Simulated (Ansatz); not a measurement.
# Cu: single-point calculation

System: Cu (P2₁/m, 2 atoms in the cell).
Method: DFT PBE, scalar-relativistic, plane waves, PAW, PAW set soft_1, no spin polarisation (Ansatz 0.2.0).

The structure derives from a Materials Project entry. Figures and captions count atoms from 1; the log counts them from 0 in places.

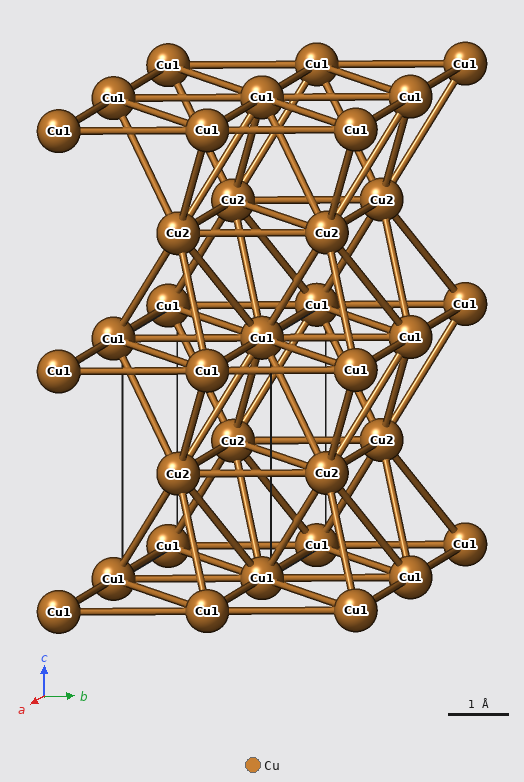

Figure 1. The input geometry (ball-and-stick view of the cell of the calculation, repeated 2 × 2 × 2, seen slightly off an axis; atoms are numbered from 1 in the order of the input). An atom can appear more than once, as a periodic image.

Results in brief

| quantity | value |
| --- | --- |
| outcome | converged |
| space group (tolerance 0.01 Å) | P2₁/m (11) |
| electrons treated | 38 |
| free energy | −13250.2985 eV |
| Fermi energy | 16.012 eV |
| gap on the k-point mesh | none (metallic) |
| pressure | 0.30 GPa |
| largest force (length of the vector) | 0.278 eV/Å |
| hardware | 2 threads of Arm Neoverse N1, 98 GiB of memory available, shared host |
| wall time | 77 s (CPU time 2.5 min) |
| peak memory | 0.95 GiB |

Input file
```yaml
crystal:
  lattice:
    - [-1.4732621048, 1.4732621048, 1.3819816208]
    - [1.4732621048, -1.4732621048, 1.3819816208]
    - [2.9465242096, 2.9465242096, 0.0]
  atoms:
    - { symbol: Cu, position: [0.015776438, -0.0546336842, 0.0] }
    - { symbol: Cu, position: [0.484223562, 0.5546336842, 0.5] }
basis:
  ecutwfc: 520.0
kpoints:
  mp_grid: { grid: [20, 20, 12] }
hamiltonian:
  xc: pbe
  pseudopotentials: { kind: paw, azcp: { folder: soft_1 } }
scf:
  occupations: { method: gaussian, width: 0.15 }
output:
  forces: true
  stress: true
  eigenvalues: true
  write_density: true
  write_potential: true
  elf: true
  volumetric_format: npy
```

Launch command:
```bash
ansatz run input.yaml --threads 2 --pin off --max-ram 4096MiB --backend cpu --events-out ev --progress --plain --runs-dir out
```

Output
```
Engine: ansatz 0.2.0, aarch64-unknown-linux-gnu
Pseudopotentials: kind: paw
Pseudopotential: Cu, paw, valence charge 19, recommended cutoff 420 eV (normal), [file]
Functional definition: PBE
  parameter kappa = 0.804
  parameter beta = 0.06672455060314922
  exchange = pbe_x(kappa = kappa, mu = beta*pi^2/3)
  correlation = pbe_c(beta = beta)
Crystal: 2 atoms, lattice volume = 23.997 Å³
Basis set: ecut = 520 eV, 629 PW (Γ), exchange–correlation on 40×40×64 points (8 copies of the dense FFT grid, shifted against one another)
Bands: 23, of which v1, the nominal top of the filled ones, is band 19 counted from 1 (18 counted from 0)
Symmetry: 4 space group operations
Space group: P21/m (ITA 11), of the structure as read, at distance tolerance 2.9e-5 Å
k-points: 1414 of 4800
Non-local potential: Cu, projectors of the file, l = 0: 3, l = 1: 2, l = 2: 3, l = 3: 1
PAW form: soft (Blöchl's): semilocal exchange-correlation on the pseudo side does not see the compensation charge
PAW one-centre angular grid: Cu, 590 points (default); XC on 64 Gauss nodes
Initial density: superposition of atomic densities (chi_scale 0.1, normalization cell)
Initial wavefunctions: pseudopotential atomic-orbital guess
Functional: x = pbe(κ = 0.804, μ = 0.2195149727645171), c = pbe(β = 0.06672455060314922)
SCF iter   1: F=—  HF=-13252.103658 eV  |F-HF|=—  |Δ(HF+E_count)|=         —  Δρ=2.62e-1  dr2=9.95e0  ethr=3.10e-3  ⟨swp⟩=4.2  Hψ=114803  notcnv=0
preconditioner: auto → none  [metal: Δε(μ)=0.002 eV  Ē_g=9.662 eV  σ=0.150 eV  W_gap=0.01  n_scr=6 (ndim 8)  ℏωp=35.6 eV  f_vac=0.000  D(μ)=0.87/eV (n_scr^D=2)  sad-step TF]
SCF iter   2: F=—  HF=-13250.739380 eV  |F-HF|=—  |Δ(HF+E_count)|=    1.36e0  Δρ=1.18e-1  dr2=2.26e0  ethr=3.10e-3  ⟨swp⟩=2.0  Hψ=63319  notcnv=0  defer=174
SCF iter   3: F=—  HF=-13250.349914 eV  |F-HF|=—  |Δ(HF+E_count)|=   3.89e-1  Δρ=4.14e-2  dr2=2.80e-1  ethr=3.10e-3  ⟨swp⟩=2.1  Hψ=46638  notcnv=0  defer=174
SCF iter   4: F=—  HF=-13250.295132 eV  |F-HF|=—  |Δ(HF+E_count)|=   5.48e-2  Δρ=3.34e-3  dr2=1.23e-3  ethr=7.37e-4  ⟨swp⟩=2.0  Hψ=49352  notcnv=0  defer=178
SCF iter   5: F=—  HF=-13250.298550 eV  |F-HF|=—  |Δ(HF+E_count)|=   3.42e-3  Δρ=7.04e-4  dr2=7.20e-5  ethr=3.25e-6  ⟨swp⟩=2.1  Hψ=57531  notcnv=0  defer=178
SCF iter   6: F=—  HF=-13250.298537 eV  |F-HF|=—  |Δ(HF+E_count)|=   1.24e-5  Δρ=3.82e-5  dr2=9.42e-8  ethr=2.63e-10  ⟨swp⟩=8.6  Hψ=256476  notcnv=0
SCF iter   7: F=-13250.298538 eV  HF=-13250.298538 eV  |F-HF|=1.82e-10  |Δ(HF+E_count)|=   2.62e-7  Δρ=4.28e-6  dr2=1.28e-9  ethr=2.48e-10  ⟨swp⟩=7.6  Hψ=212449  notcnv=0
SCF 1 converged in 7 iterations: F = -13250.298538 eV  dr2 = 1.28e-9
  Residual-converged pass: ⟨swp⟩=1.0  Hψ=38183  notcnv=0  max |occ|·‖R‖ = 7.1e-9 eV (tolerance 1.0e-8 eV)  dr2=1.28e-9  dr2_onsite=1.70e-8  max |Δocc| = 8.3e-11
  greatest PAW one-centre occupation: 0.999 electrons in one spin orbital (limit 2), on the Cu atom at site 1 (counted from 0), in its partial waves of l = 0
```

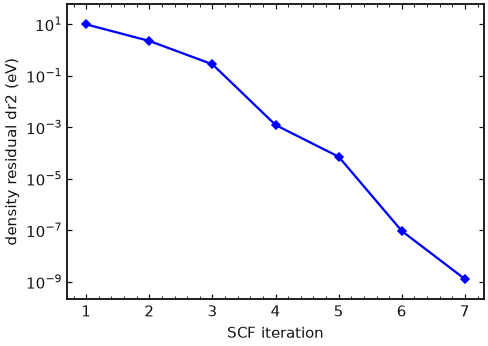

Figure 2. Convergence of the self-consistent field: density residual dr2 against the SCF iteration. The residual falls at every step.

```
SCF converged after 7 iterations
Free energy (F): -13250.298538 eV
Harris-Foulkes:  -13250.298538 eV  (|F-HF|=1.82e-10)
Internal energy: -13250.290280 eV  (E = F + TS)
E sigma→0 (E₀):  -13250.294409 eV
Entropy (-TS):   -0.008257 eV (-4.129 meV/atom)
Fermi energy:    16.011758 eV
--- Per-component energies (eV) ---
  E_band       = -745.744209
  E_kinetic    = 522.445868
  E_local      = -9073.043590  (includes V_loc(G=0)·N_el)
  E_nonlocal   = 1782.908814
  E_hartree    = 3843.261876
  E_xc         = -137.610662
  E_vxc        = -177.675504  (∫ρ·V_xc dr)
  E_paw        = -3632.105826  (= ΣΔE_a)
  E_vpaw       = -1486.905960  (= ΣTr[D̂ρ^β])
  E_aug_tail   = 0.000747  (compensation charges beyond the density's cutoff)
  E_ewald      = -6556.147508
  E_smearing   = -0.008257  (= −TS)
  E_closure    = 0.000000  (closes the sum)
  Σ components = -13250.298538   (vs F -13250.298538, Δ=0.00e0)
--- Forces (eV/Å), atoms counted from 1 ---
  atom   1  Cu    -0.04246074     0.04246074     0.27165822
  atom   2  Cu     0.04246074    -0.04246074    -0.27165822
  max |Σ_I F_I| component: 6.94e-18 eV/Å
--- Stress (GPa, compression-positive) ---
        0.907996      -0.514101      -0.339715
       -0.514101       0.907996       0.339715
       -0.339715       0.339715      -0.929812
  P = ⅓ Tr σ = 0.2954 GPa (2.954 kbar)
--- Band table (eV; the first three rows and the last of 1414) ---
  k-point 0: bands = ["-96.5249", "-96.5111", "-53.9421", "-53.8709", "-53.8438", "-53.8398", "-53.8367", "-53.8367", "6.7391", "11.0310", "12.5301", "12.8900", "13.0425", "13.1750", "13.7056", "13.7891", "13.9929", "14.0971", "14.5864", "15.1172", "19.8274", "34.5803", "34.9608"]
  k-point 1: bands = ["-96.5247", "-96.5113", "-53.9403", "-53.8705", "-53.8440", "-53.8398", "-53.8384", "-53.8369", "6.8025", "10.9950", "12.5344", "12.8860", "13.0317", "13.1996", "13.6885", "13.7709", "14.0072", "14.1051", "14.5630", "14.8034", "20.3040", "34.6594", "35.0313"]
  k-point 2: bands = ["-96.5240", "-96.5120", "-53.9352", "-53.8695", "-53.8449", "-53.8432", "-53.8398", "-53.8375", "6.9916", "10.8660", "12.5489", "12.8734", "13.0007", "13.2669", "13.6436", "13.7245", "14.0374", "14.1234", "14.1582", "14.4945", "21.4677", "34.8891", "35.2470"]
  k-point 1413: bands = ["-96.5052", "-96.5052", "-53.9401", "-53.9401", "-53.8919", "-53.8919", "-53.8713", "-53.8713", "11.6296", "11.6296", "12.2304", "12.2304", "13.3361", "13.3361", "13.8289", "13.8289", "14.5983", "14.5983", "18.4018", "18.4018", "21.0791", "21.0791", "28.8093"]
```

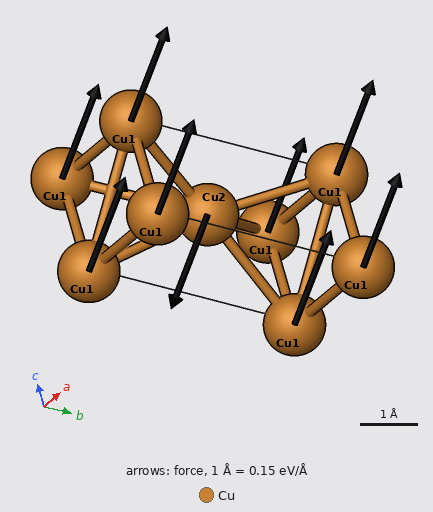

Figure 3. Forces on the atoms as black arrows (ball-and-stick view of the cell of the calculation, set on other vectors, seen at an oblique angle; atoms are numbered from 1 in the order of the input). The largest act on Cu1, Cu2 (0.28 eV/Å). The geometry is not a stationary point of this energy.

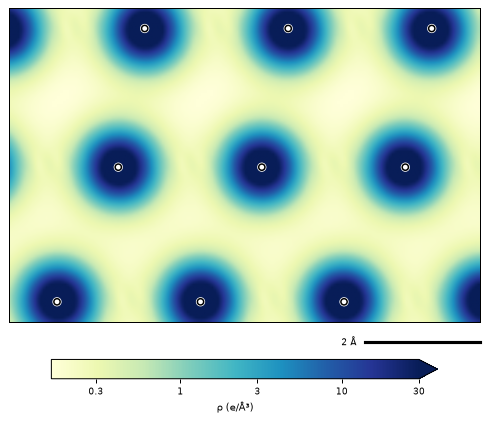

Figure 4. Valence pseudo-density on the (110) plane of the conventional cell. Circles mark the nuclei in the plane (Cu). Atoms in the plane: Cu. Cu–Cu (2.46 Å): ρ at the midpoint is about 0.31 e/Å³. Cu–Cu (2.50 Å): the density is about 0.32 e/Å³ at the midpoint, with its minimum of 0.26 e/Å³ about 1.4 Å from Cu. Cu–Cu (2.58 Å): the density is about 0.25 e/Å³ at the midpoint. Cu–Cu (2.75 Å): the density is about 0.22 e/Å³ at the midpoint. Away from the nuclei the density in this plane falls to 0.16 e/Å³ at its lowest. The fields are those of the smooth PAW valence density.
